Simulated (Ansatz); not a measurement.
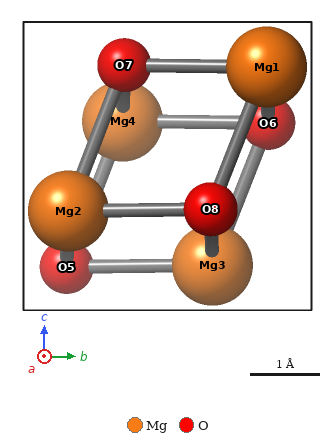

*The input geometry (ball-and-stick view of the cell of the calculation, along the a axis; atoms are numbered from 1 in the order of the input).*

Near neighbours in the crystal (not all of them lie inside the picture): Mg has 7 O at 2.21 to 2.26 Å; O has 7 Mg at 2.21 to 2.26 Å.

Geometry relaxation of MgO (part 1 of 2)

The run: geometry relaxation of MgO (P2₁3, 8 atoms in the cell). Method and program: DFT PBE, scalar-relativistic, plane waves, PAW, no spin polarisation (Ansatz 0.2.0).

The structure was made by swapping elements on the sites of another compound; it need not be a known phase. It belongs to a series of runs on one base structure; here: BeAu type (P2_13, No. 198). Figures and captions count atoms from 1; the log counts them from 0 in places.

## Log
```
Engine: ansatz 0.2.0, x86_64-unknown-linux-gnu
Pseudopotentials: kind: paw
Pseudopotential: Mg, paw, valence charge 10, recommended cutoff 420 eV (normal), Mg.paw.azcp
Pseudopotential: O, paw, valence charge 6, recommended cutoff 420 eV (normal), O.paw.azcp
Functional definition: PBE
  parameter kappa = 0.804
  parameter beta = 0.06672455060314922
  exchange = pbe_x(kappa = kappa, mu = beta*pi^2/3)
  correlation = pbe_c(beta = beta)
Crystal: 8 atoms, lattice volume = 72.814 Å³
Basis set: ecut = 420 eV, 1365 PW (Γ), exchange–correlation on 60×60×60 points (8 copies of the dense FFT grid, shifted against one another)
Bands: 40, of which v1, the nominal top of the filled ones, is band 32 counted from 1 (31 counted from 0)
Symmetry: 12 space group operations
Space group: P213 (ITA 198), of the structure as read, at distance tolerance 4.2e-5 Å
k-points: 11 of 64 (time reversal used)
Non-local potential: Mg, projectors of the file, l = 0: 3, l = 1: 2, l = 2: 1
Non-local potential: O, projectors of the file, l = 0: 2, l = 1: 2, l = 2: 1
PAW form: soft (Blöchl's): semilocal exchange-correlation on the pseudo side does not see the compensation charge
PAW one-centre angular grid: Mg, 110 points (default); XC on 64 Gauss nodes
PAW one-centre angular grid: O, 110 points (default); XC on 64 Gauss nodes
Initial density: superposition of atomic densities (neutral atoms: chi_scale 0, normalization atom), corrected by the library's trained network
Initial wavefunctions: pseudopotential atomic-orbital guess
Functional: x = pbe(κ = 0.804, μ = 0.2195149727645171), c = pbe(β = 0.06672455060314922)
SCF iter   1: F=—  HF=-9967.908036 eV  |F-HF|=—  |Δ(HF+E_count)|=         —  Δρ=4.61e-3  dr2=1.60e-2  ethr=1.77e-3  ⟨swp⟩=7.4  Hψ=2034  notcnv=0
preconditioner: auto → Resta (q_TF=auto, 2.670 Å⁻¹)  ε∞=4.0  [insulator: Δε(μ)=1.810 eV  Ē_g=14.101 eV  σ=0.100 eV  W_gap=1.00  n_scr=26 (ndim 8)  ℏωp=24.6 eV  f_vac=0.000  D(μ)=0.00/eV (n_scr^D=0)  ε∞_Penn≈4.0]
SCF iter   2: F=—  HF=-9967.905814 eV  |F-HF|=—  |Δ(HF+E_count)|=   2.22e-3  Δρ=2.03e-3  dr2=3.66e-3  ethr=2.50e-5  ⟨swp⟩=2.1  Hψ=638  notcnv=0
SCF iter   3: F=—  HF=-9967.905590 eV  |F-HF|=—  |Δ(HF+E_count)|=   2.24e-4  Δρ=4.78e-4  dr2=1.89e-4  ethr=5.71e-6  ⟨swp⟩=2.0  Hψ=526  notcnv=0
SCF iter   4: F=—  HF=-9967.905554 eV  |F-HF|=—  |Δ(HF+E_count)|=   3.61e-5  Δρ=1.27e-4  dr2=1.08e-5  ethr=2.96e-7  ⟨swp⟩=2.5  Hψ=757  notcnv=0
SCF iter   5: F=—  HF=-9967.905723 eV  |F-HF|=—  |Δ(HF+E_count)|=   1.69e-4  Δρ=4.44e-5  dr2=5.80e-7  ethr=1.68e-8  ⟨swp⟩=2.5  Hψ=748  notcnv=0
SCF iter   6: F=-9967.905724 eV  HF=-9967.905724 eV  |F-HF|=1.59e-8  |Δ(HF+E_count)|=   5.26e-7  Δρ=6.12e-6  dr2=9.89e-9  ethr=1.56e-10  ⟨swp⟩=8.5  Hψ=1999  notcnv=0
SCF 1 converged in 6 iterations: F = -9967.905724 eV  dr2 = 9.89e-9
  greatest PAW one-centre occupation: 1.000 electrons in one spin orbital (limit 2), on the Mg atom at site 3 (counted from 0), in its partial waves of l = 0
relax step   1: F+E_penalty+E_count = -9967.90572358 eV  Δ(F+E_penalty+E_count) = +0.000e0 eV  max|allowed force component| = 1.162e0 eV/Å  Δτ_max = 0.0000 Å  P = +11.727 GPa  Ω = 72.814 Å³  (6 SCF iters, dr2 threshold 1.00e-7 eV, accepted)
Crystal: 8 atoms, lattice volume = 75.073 Å³
Basis set: ecut = 420 eV, 1419 PW (Γ), exchange–correlation on 60×60×60 points (8 copies of the dense FFT grid, shifted against one another)
Initial density: handed on by an earlier stage of this run
Initial wavefunctions: those handed on with the density
iter 1 solved again at ethr=8.15e-5 eV; its pass at ethr=3.10e-3 eV (dr2=5.21e-2 eV) is discarded
SCF iter   1: F=—  HF=-9968.924911 eV  |F-HF|=—  |Δ(HF+E_count)|=         —  Δρ=1.28e-2  dr2=5.22e-2  ethr=8.15e-5  ⟨swp⟩=1.1  Hψ=2314  notcnv=0
preconditioner: auto → Resta (q_TF=auto, 2.657 Å⁻¹)  ε∞=4.0  [insulator: Δε(μ)=2.079 eV  Ē_g=13.967 eV  σ=0.100 eV  W_gap=1.00  n_scr=26 (ndim 8)  ℏωp=24.2 eV  f_vac=0.000  D(μ)=0.00/eV (n_scr^D=0)  ε∞_Penn≈4.0]
SCF iter   2: F=—  HF=-9968.926864 eV  |F-HF|=—  |Δ(HF+E_count)|=   1.95e-3  Δρ=7.27e-3  dr2=1.90e-2  ethr=8.15e-5  ⟨swp⟩=1.0  Hψ=440  notcnv=0
SCF iter   3: F=—  HF=-9968.928597 eV  |F-HF|=—  |Δ(HF+E_count)|=   1.73e-3  Δρ=6.09e-4  dr2=1.72e-4  ethr=2.96e-5  ⟨swp⟩=2.0  Hψ=703  notcnv=0
SCF iter   4: F=—  HF=-9968.928702 eV  |F-HF|=—  |Δ(HF+E_count)|=   1.05e-4  Δρ=9.80e-5  dr2=4.28e-6  ethr=2.69e-7  ⟨swp⟩=2.5  Hψ=745  notcnv=0
iter 5 did not close the SCF: its close was put off for the readings that it lacked (scf_convergence_deferred on its scf_iter line)
SCF iter   5: F=-9968.928705 eV  HF=-9968.928704 eV  |F-HF|=6.38e-8  |Δ(HF+E_count)|=   2.23e-6  Δρ=2.23e-5  dr2=2.11e-7  ethr=6.69e-9  ⟨swp⟩=2.1  Hψ=765  notcnv=0
SCF iter   6: F=-9968.928705 eV  HF=-9968.928705 eV  |F-HF|=3.13e-9  |Δ(HF+E_count)|=   1.03e-7  Δρ=4.65e-6  dr2=1.12e-8  ethr=3.29e-10  ⟨swp⟩=2.5  Hψ=1470  notcnv=0
SCF 2 converged in 6 iterations: F = -9968.928705 eV  dr2 = 1.12e-8
relax step   2: F+E_penalty+E_count = -9968.92870455 eV  Δ(F+E_penalty+E_count) = -1.023e0 eV  max|allowed force component| = 1.281e0 eV/Å  Δτ_max = 0.0815 Å  P = +5.478 GPa  Ω = 75.073 Å³  energy of the carried Pulay correction = -9.481e-3 eV  (6 SCF iters, dr2 threshold 8.00e-7 eV, accepted)
Crystal: 8 atoms, lattice volume = 77.237 Å³
Basis set: ecut = 420 eV, 1503 PW (Γ), exchange–correlation on 60×60×60 points (8 copies of the dense FFT grid, shifted against one another)
iter 1 solved again at ethr=1.94e-4 eV; its pass at ethr=3.10e-3 eV (dr2=1.24e-1 eV) is discarded
SCF iter   1: F=—  HF=-9970.706767 eV  |F-HF|=—  |Δ(HF+E_count)|=         —  Δρ=2.13e-2  dr2=1.24e-1  ethr=1.94e-4  ⟨swp⟩=1.2  Hψ=2409  notcnv=0
preconditioner: auto → Resta (q_TF=auto, 2.644 Å⁻¹)  ε∞=3.9  [insulator: Δε(μ)=2.687 eV  Ē_g=14.036 eV  σ=0.100 eV  W_gap=1.00  n_scr=26 (ndim 8)  ℏωp=23.9 eV  f_vac=0.000  D(μ)=0.00/eV (n_scr^D=0)  ε∞_Penn≈3.9]
SCF iter   2: F=—  HF=-9970.715045 eV  |F-HF|=—  |Δ(HF+E_count)|=   8.28e-3  Δρ=1.17e-2  dr2=4.20e-2  ethr=1.94e-4  ⟨swp⟩=1.0  Hψ=440  notcnv=0
SCF iter   3: F=—  HF=-9970.722677 eV  |F-HF|=—  |Δ(HF+E_count)|=   7.63e-3  Δρ=9.21e-4  dr2=5.57e-4  ethr=6.56e-5  ⟨swp⟩=2.9  Hψ=792  notcnv=0
SCF iter   4: F=—  HF=-9970.722879 eV  |F-HF|=—  |Δ(HF+E_count)|=   2.01e-4  Δρ=2.59e-4  dr2=3.55e-5  ethr=8.70e-7  ⟨swp⟩=2.0  Hψ=572  notcnv=0
SCF iter   5: F=—  HF=-9970.722889 eV  |F-HF|=—  |Δ(HF+E_count)|=   9.91e-6  Δρ=4.24e-5  dr2=9.00e-7  ethr=5.55e-8  ⟨swp⟩=2.5  Hψ=652  notcnv=0
SCF iter   6: F=-9970.722889 eV  HF=-9970.722889 eV  |F-HF|=2.15e-8  |Δ(HF+E_count)|=   7.23e-7  Δρ=7.58e-6  dr2=3.24e-8  ethr=1.25e-9  ⟨swp⟩=5.3  Hψ=1606  notcnv=0
SCF 3 converged in 6 iterations: F = -9970.722889 eV  dr2 = 3.24e-8
relax step   3: F+E_penalty+E_count = -9970.72288928 eV  Δ(F+E_penalty+E_count) = -1.794e0 eV  max|allowed force component| = 1.365e0 eV/Å  Δτ_max = 0.1307 Å  P = +0.564 GPa  Ω = 77.237 Å³  energy of the carried Pulay correction = -1.830e-2 eV  (6 SCF iters, dr2 threshold 8.00e-7 eV, accepted)
Crystal: 8 atoms, lattice volume = 80.082 Å³
Basis set: ecut = 420 eV, 1551 PW (Γ), exchange–correlation on 60×60×60 points (8 copies of the dense FFT grid, shifted against one another)
iter 1 solved again at ethr=5.02e-4 eV; its pass at ethr=3.10e-3 eV (dr2=3.21e-1 eV) is discarded
SCF iter   1: F=—  HF=-9973.552580 eV  |F-HF|=—  |Δ(HF+E_count)|=         —  Δρ=3.33e-2  dr2=3.20e-1  ethr=5.02e-4  ⟨swp⟩=1.2  Hψ=2070  notcnv=0
preconditioner: auto → Resta (q_TF=auto, 2.628 Å⁻¹)  ε∞=3.7  [insulator: Δε(μ)=3.450 eV  Ē_g=14.397 eV  σ=0.100 eV  W_gap=1.00  n_scr=26 (ndim 8)  ℏωp=23.5 eV  f_vac=0.000  D(μ)=0.00/eV (n_scr^D=0)  ε∞_Penn≈3.7]
SCF iter   2: F=—  HF=-9973.559808 eV  |F-HF|=—  |Δ(HF+E_count)|=   7.23e-3  Δρ=1.79e-2  dr2=9.67e-2  ethr=4.99e-4  ⟨swp⟩=2.0  Hψ=528  notcnv=0
SCF iter   3: F=—  HF=-9973.579592 eV  |F-HF|=—  |Δ(HF+E_count)|=   1.98e-2  Δρ=1.40e-3  dr2=1.26e-3  ethr=1.51e-4  ⟨swp⟩=2.7  Hψ=846  notcnv=0
SCF iter   4: F=—  HF=-9973.580145 eV  |F-HF|=—  |Δ(HF+E_count)|=   5.54e-4  Δρ=3.61e-4  dr2=7.69e-5  ethr=1.97e-6  ⟨swp⟩=2.0  Hψ=611  notcnv=0
SCF iter   5: F=—  HF=-9973.580269 eV  |F-HF|=—  |Δ(HF+E_count)|=   1.24e-4  Δρ=6.51e-5  dr2=2.76e-6  ethr=1.20e-7  ⟨swp⟩=3.0  Hψ=792  notcnv=0
SCF iter   6: F=-9973.580271 eV  HF=-9973.580271 eV  |F-HF|=6.43e-8  |Δ(HF+E_count)|=   1.65e-6  Δρ=1.12e-5  dr2=6.86e-8  ethr=1.25e-9  ⟨swp⟩=5.6  Hψ=1883  notcnv=0
SCF 4 converged in 6 iterations: F = -9973.580271 eV  dr2 = 6.86e-8
  greatest PAW one-centre occupation: 1.000 electrons in one spin orbital (limit 2), on the Mg atom at site 2 (counted from 0), in its partial waves of l = 0
relax step   4: F+E_penalty+E_count = -9973.58027121 eV  Δ(F+E_penalty+E_count) = -2.857e0 eV  max|allowed force component| = 1.079e0 eV/Å  Δτ_max = 0.1951 Å  P = -4.984 GPa  Ω = 80.082 Å³  energy of the carried Pulay correction = -2.951e-2 eV  (6 SCF iters, dr2 threshold 8.00e-7 eV, accepted)
Crystal: 8 atoms, lattice volume = 77.858 Å³
iter 1 solved again at ethr=5.94e-4 eV; its pass at ethr=3.10e-3 eV (dr2=3.80e-1 eV) is discarded
SCF iter   1: F=—  HF=-9975.844536 eV  |F-HF|=—  |Δ(HF+E_count)|=         —  Δρ=3.53e-2  dr2=3.80e-1  ethr=5.94e-4  ⟨swp⟩=1.3  Hψ=2186  notcnv=0
preconditioner: auto → Resta (q_TF=auto, 2.641 Å⁻¹)  ε∞=3.4  [insulator: Δε(μ)=4.230 eV  Ē_g=15.312 eV  σ=0.100 eV  W_gap=1.00  n_scr=26 (ndim 8)  ℏωp=23.8 eV  f_vac=0.000  D(μ)=0.00/eV (n_scr^D=0)  ε∞_Penn≈3.4]
SCF iter   2: F=—  HF=-9975.829917 eV  |F-HF|=—  |Δ(HF+E_count)|=   1.46e-2  Δρ=1.86e-2  dr2=1.07e-1  ethr=5.94e-4  ⟨swp⟩=2.1  Hψ=552  notcnv=0
SCF iter   3: F=—  HF=-9975.847591 eV  |F-HF|=—  |Δ(HF+E_count)|=   1.77e-2  Δρ=4.36e-3  dr2=1.04e-2  ethr=1.66e-4  ⟨swp⟩=2.2  Hψ=804  notcnv=0
SCF iter   4: F=—  HF=-9975.846124 eV  |F-HF|=—  |Δ(HF+E_count)|=   1.47e-3  Δρ=9.20e-4  dr2=4.48e-4  ethr=1.63e-5  ⟨swp⟩=2.0  Hψ=604  notcnv=0
SCF iter   5: F=—  HF=-9975.845555 eV  |F-HF|=—  |Δ(HF+E_count)|=   5.69e-4  Δρ=2.10e-4  dr2=2.23e-5  ethr=7.00e-7  ⟨swp⟩=2.3  Hψ=624  notcnv=0
SCF iter   6: F=—  HF=-9975.845562 eV  |F-HF|=—  |Δ(HF+E_count)|=   7.31e-6  Δρ=3.88e-5  dr2=8.80e-7  ethr=3.49e-8  ⟨swp⟩=2.0  Hψ=792  notcnv=0
SCF iter   7: F=-9975.845563 eV  HF=-9975.845563 eV  |F-HF|=3.26e-8  |Δ(HF+E_count)|=   9.52e-7  Δρ=7.85e-6  dr2=2.91e-8  ethr=1.25e-9  ⟨swp⟩=5.4  Hψ=1571  notcnv=0
SCF 5 converged in 7 iterations: F = -9975.845563 eV  dr2 = 2.91e-8
relax step   5: F+E_penalty+E_count = -9975.84556293 eV  Δ(F+E_penalty+E_count) = -2.265e0 eV  max|allowed force component| = 6.705e-1 eV/Å  Δτ_max = 0.1906 Å  P = -1.610 GPa  Ω = 77.858 Å³  energy of the carried Pulay correction = -2.078e-2 eV  (7 SCF iters, dr2 threshold 8.00e-7 eV, accepted)
Crystal: 8 atoms, lattice volume = 77.583 Å³
iter 1 solved again at ethr=5.36e-4 eV; its pass at ethr=3.10e-3 eV (dr2=3.43e-1 eV) is discarded
SCF iter   1: F=—  HF=-9976.559206 eV  |F-HF|=—  |Δ(HF+E_count)|=         —  Δρ=3.16e-2  dr2=3.47e-1  ethr=5.36e-4  ⟨swp⟩=1.1  Hψ=1937  notcnv=0
preconditioner: auto → Resta (q_TF=auto, 2.642 Å⁻¹)  ε∞=3.4  [insulator: Δε(μ)=4.359 eV  Ē_g=15.521 eV  σ=0.100 eV  W_gap=1.00  n_scr=26 (ndim 8)  ℏωp=23.8 eV  f_vac=0.000  D(μ)=0.00/eV (n_scr^D=0)  ε∞_Penn≈3.4]
SCF iter   2: F=—  HF=-9976.524632 eV  |F-HF|=—  |Δ(HF+E_count)|=   3.46e-2  Δρ=1.70e-2  dr2=1.01e-1  ethr=5.36e-4  ⟨swp⟩=2.0  Hψ=528  notcnv=0
SCF iter   3: F=—  HF=-9976.526104 eV  |F-HF|=—  |Δ(HF+E_count)|=   1.47e-3  Δρ=1.35e-3  dr2=6.86e-4  ethr=1.59e-4  ⟨swp⟩=2.0  Hψ=836  notcnv=0
SCF iter   4: F=—  HF=-9976.528400 eV  |F-HF|=—  |Δ(HF+E_count)|=   2.30e-3  Δρ=6.48e-4  dr2=2.20e-4  ethr=1.07e-6  ⟨swp⟩=2.0  Hψ=792  notcnv=0
SCF iter   5: F=—  HF=-9976.528380 eV  |F-HF|=—  |Δ(HF+E_count)|=   1.96e-5  Δρ=1.76e-4  dr2=1.39e-5  ethr=3.44e-7  ⟨swp⟩=2.0  Hψ=612  notcnv=0
SCF iter   6: F=-9976.528383 eV  HF=-9976.528382 eV  |F-HF|=7.28e-7  |Δ(HF+E_count)|=   2.01e-6  Δρ=3.65e-5  dr2=6.77e-7  ethr=1.25e-9  ⟨swp⟩=4.7  Hψ=1959  notcnv=0
SCF 6 converged in 6 iterations: F = -9976.528383 eV  dr2 = 6.77e-7
  greatest PAW one-centre occupation: 1.000 electrons in one spin orbital (limit 2), on the Mg atom at site 1 (counted from 0), in its partial waves of l = 0
relax step   6: F+E_penalty+E_count = -9976.52838319 eV  Δ(F+E_penalty+E_count) = -6.828e-1 eV  max|allowed force component| = 9.583e-3 eV/Å  Δτ_max = 0.1876 Å  P = -1.663 GPa  Ω = 77.583 Å³  energy of the carried Pulay correction = -1.968e-2 eV  (6 SCF iters, dr2 threshold 8.00e-7 eV, accepted)
Crystal: 8 atoms, lattice volume = 76.763 Å³
iter 1 solved again at ethr=1.32e-6 eV; its pass at ethr=3.10e-3 eV (dr2=8.43e-4 eV) is discarded
SCF iter   1: F=—  HF=-9976.534478 eV  |F-HF|=—  |Δ(HF+E_count)|=         —  Δρ=1.17e-3  dr2=7.49e-4  ethr=1.32e-6  ⟨swp⟩=2.2  Hψ=1806  notcnv=0
preconditioner: auto → Resta (q_TF=auto, 2.647 Å⁻¹)  ε∞=3.3  [insulator: Δε(μ)=4.489 eV  Ē_g=15.645 eV  σ=0.100 eV  W_gap=1.00  n_scr=26 (ndim 8)  ℏωp=24.0 eV  f_vac=0.000  D(μ)=0.00/eV (n_scr^D=0)  ε∞_Penn≈3.3]
SCF iter   2: F=—  HF=-9976.536063 eV  |F-HF|=—  |Δ(HF+E_count)|=   1.58e-3  Δρ=4.12e-4  dr2=7.35e-5  ethr=1.17e-6  ⟨swp⟩=2.0  Hψ=604  notcnv=0
SCF iter   3: F=—  HF=-9976.536067 eV  |F-HF|=—  |Δ(HF+E_count)|=   3.71e-6  Δρ=2.09e-4  dr2=2.25e-5  ethr=1.15e-7  ⟨swp⟩=2.1  Hψ=773  notcnv=0
SCF iter   4: F=—  HF=-9976.536075 eV  |F-HF|=—  |Δ(HF+E_count)|=   8.74e-6  Δρ=3.79e-5  dr2=8.51e-7  ethr=3.51e-8  ⟨swp⟩=2.1  Hψ=595  notcnv=0
SCF iter   5: F=-9976.536076 eV  HF=-9976.536076 eV  |F-HF|=2.85e-8  |Δ(HF+E_count)|=   7.60e-7  Δρ=8.38e-6  dr2=3.19e-8  ethr=1.25e-9  ⟨swp⟩=5.4  Hψ=1596  notcnv=0
SCF 7 converged in 5 iterations: F = -9976.536076 eV  dr2 = 3.19e-8
  greatest PAW one-centre occupation: 1.000 electrons in one spin orbital (limit 2), on the Mg atom at site 0 (counted from 0), in its partial waves of l = 0
relax step   7: F+E_penalty+E_count = -9976.53607623 eV  Δ(F+E_penalty+E_count) = -7.693e-3 eV  max|allowed force component| = 2.792e-4 eV/Å  Δτ_max = 0.0027 Å  P = +0.019 GPa  Ω = 76.763 Å³  energy of the carried Pulay correction = -1.639e-2 eV  (5 SCF iters, dr2 threshold 8.00e-7 eV, accepted)
Initial wavefunctions: pseudopotential atomic-orbital guess (no wavefunctions were taken with the density)
iter 1 solved again at ethr=9.08e-8 eV; its pass at ethr=3.10e-3 eV (dr2=5.81e-5 eV) is discarded
SCF iter   1: F=—  HF=-9976.553233 eV  |F-HF|=—  |Δ(HF+E_count)|=         —  Δρ=5.81e-4  dr2=3.45e-5  ethr=9.08e-8  ⟨swp⟩=2.7  Hψ=2765  notcnv=0
preconditioner: auto → Resta (q_TF=auto, 2.647 Å⁻¹)  ε∞=3.3  [insulator: Δε(μ)=4.486 eV  Ē_g=15.643 eV  σ=0.100 eV  W_gap=1.00  n_scr=26 (ndim 8)  ℏωp=24.0 eV  f_vac=0.000  D(μ)=0.00/eV (n_scr^D=0)  ε∞_Penn≈3.3]
SCF iter   2: F=—  HF=-9976.555232 eV  |F-HF|=—  |Δ(HF+E_count)|=   2.00e-3  Δρ=2.77e-4  dr2=8.74e-6  ethr=5.38e-8  ⟨swp⟩=2.0  Hψ=792  notcnv=0
SCF iter   3: F=—  HF=-9976.555310 eV  |F-HF|=—  |Δ(HF+E_count)|=   7.85e-5  Δρ=1.21e-4  dr2=1.23e-6  ethr=1.36e-8  ⟨swp⟩=2.0  Hψ=545  notcnv=0
SCF iter   4: F=—  HF=-9976.555327 eV  |F-HF|=—  |Δ(HF+E_count)|=   1.69e-5  Δρ=3.45e-6  dr2=2.94e-9  ethr=8.00e-12  ⟨swp⟩=3.9  Hψ=1933  notcnv=0
SCF iter   5: F=-9976.555327 eV  HF=-9976.555327 eV  |F-HF|=2.00e-11  |Δ(HF+E_count)|=   1.35e-8  Δρ=4.58e-7  dr2=4.65e-11  ethr=4.59e-12  ⟨swp⟩=2.0  Hψ=1448  notcnv=0
SCF 8 converged in 5 iterations: F = -9976.555327 eV  dr2 = 4.65e-11
relax step   8: F+E_penalty+E_count = -9976.55532700 eV  Δ(F+E_penalty+E_count) = -1.925e-2 eV  max|allowed force component| = 2.932e-4 eV/Å  Δτ_max = 0.0000 Å  P = +0.409 GPa  Ω = 76.763 Å³  stress off target by 4.09e-1 GPa  SCF on the basis re-selected at this cell (its energy is not comparable with the rows above)  (5 SCF iters)
basis re-selected at this cell: Δ(F+E_penalty+E_count) = -1.925e-2 eV, ΔP = +0.390 GPa vs the last step (what re-selecting the basis moved, of the pressure what is left beyond the Pulay correction that the steps carried, after the strain that the cell walked since its last selection, with what the two solves' SCF thresholds leave and, on support functions, any second-order correction that the steps lacked; it is no measure of the basis error at this ecutwfc). This SCF's stress stands 4.09e-1 GPa from its target on what of the cell is left free (relax.cell.stress_tol is 4.00e-1 GPa) and its largest allowed force component is 2.93e-4 eV/Å (relax.f_tol is 4.00e-2 eV/Å): not within both, so this SCF does not close the relaxation
Crystal: 8 atoms, lattice volume = 76.961 Å³
iter 1 solved again at ethr=7.18e-8 eV; its pass at ethr=3.10e-3 eV (dr2=4.60e-5 eV) is discarded
SCF iter   1: F=—  HF=-9976.553112 eV  |F-HF|=—  |Δ(HF+E_count)|=         —  Δρ=2.47e-4  dr2=3.71e-5  ethr=7.18e-8  ⟨swp⟩=2.1  Hψ=1740  notcnv=0
preconditioner: auto → Resta (q_TF=auto, 2.646 Å⁻¹)  ε∞=3.4  [insulator: Δε(μ)=4.461 eV  Ē_g=15.617 eV  σ=0.100 eV  W_gap=1.00  n_scr=26 (ndim 8)  ℏωp=23.9 eV  f_vac=0.000  D(μ)=0.00/eV (n_scr^D=0)  ε∞_Penn≈3.4]
SCF iter   2: F=—  HF=-9976.554835 eV  |F-HF|=—  |Δ(HF+E_count)|=   1.72e-3  Δρ=7.39e-5  dr2=2.77e-6  ethr=5.80e-8  ⟨swp⟩=2.0  Hψ=792  notcnv=0
SCF iter   3: F=—  HF=-9976.554835 eV  |F-HF|=—  |Δ(HF+E_count)|=   2.39e-7  Δρ=3.97e-5  dr2=8.89e-7  ethr=6.54e-10  ⟨swp⟩=5.3  Hψ=1655  notcnv=0
SCF iter   4: F=-9976.554836 eV  HF=-9976.554836 eV  |F-HF|=9.18e-9  |Δ(HF+E_count)|=   4.25e-7  Δρ=6.34e-6  dr2=1.72e-8  ethr=6.54e-10  ⟨swp⟩=5.0  Hψ=1580  notcnv=0
SCF 9 converged in 4 iterations: F = -9976.554836 eV  dr2 = 1.72e-8
relax step   9: F+E_penalty+E_count = -9976.55483551 eV  Δ(F+E_penalty+E_count) = +4.915e-4 eV  max|allowed force component| = 2.472e-4 eV/Å  Δτ_max = 0.0001 Å  P = +0.012 GPa  Ω = 76.961 Å³  energy of the carried Pulay correction = -7.515e-4 eV  (4 SCF iters, dr2 threshold 4.19e-7 eV, accepted)
iter 1 solved again at ethr=1.28e-8 eV; its pass at ethr=3.10e-3 eV (dr2=8.21e-6 eV) is discarded
SCF iter   1: F=—  HF=-9976.553314 eV  |F-HF|=—  |Δ(HF+E_count)|=         —  Δρ=3.50e-5  dr2=2.95e-7  ethr=1.28e-8  ⟨swp⟩=3.2  Hψ=3024  notcnv=0
SCF iter   2: F=—  HF=-9976.555047 eV  |F-HF|=—  |Δ(HF+E_count)|=   1.73e-3  Δρ=1.93e-5  dr2=1.41e-7  ethr=4.61e-10  ⟨swp⟩=3.2  Hψ=985  notcnv=0
SCF iter   3: F=—  HF=-9976.555047 eV  |F-HF|=—  |Δ(HF+E_count)|=   1.94e-8  Δρ=1.03e-5  dr2=3.01e-8  ethr=2.20e-10  ⟨swp⟩=2.8  Hψ=816  notcnv=0
SCF iter   4: F=-9976.555047 eV  HF=-9976.555047 eV  |F-HF|=1.60e-9  |Δ(HF+E_count)|=   1.95e-8  Δρ=2.60e-6  dr2=2.76e-9  ethr=8.00e-12  ⟨swp⟩=3.7  Hψ=1821  notcnv=0
SCF 10 converged in 4 iterations: F = -9976.555047 eV  dr2 = 2.76e-9
relax step  10: F+E_penalty+E_count = -9976.55504747 eV  Δ(F+E_penalty+E_count) = -2.120e-4 eV  max|allowed force component| = 2.491e-4 eV/Å  Δτ_max = 0.0000 Å  P = +0.021 GPa  Ω = 76.961 Å³  stress off target by 2.14e-2 GPa  SCF on the basis re-selected at this cell (its energy is not comparable with the rows above)  (4 SCF iters)
```

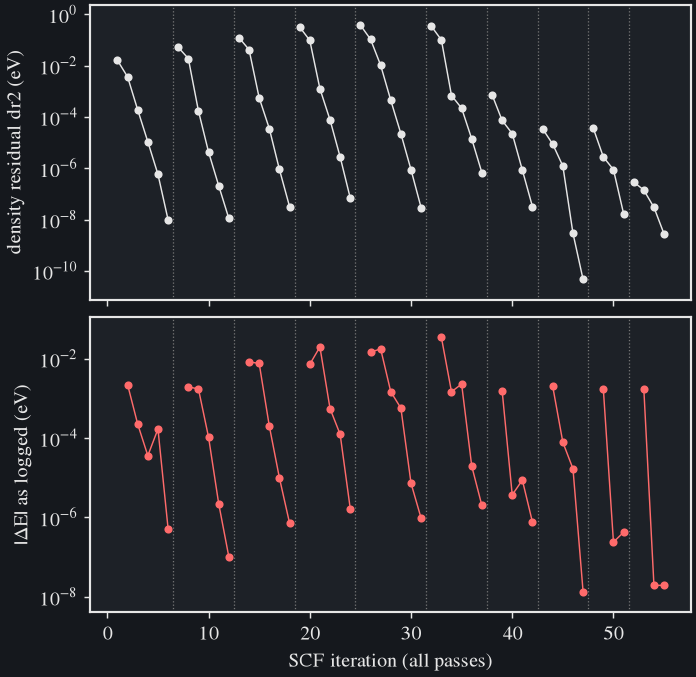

*Convergence of the self-consistent field: density residual dr2 and size of the energy change against the SCF iteration. The dotted lines part the SCF passes of the relaxation: geometry steps, rejected trials and re-solves on a re-selected basis.*

The 10 passes take 4 to 7 iterations each, 55 in all.
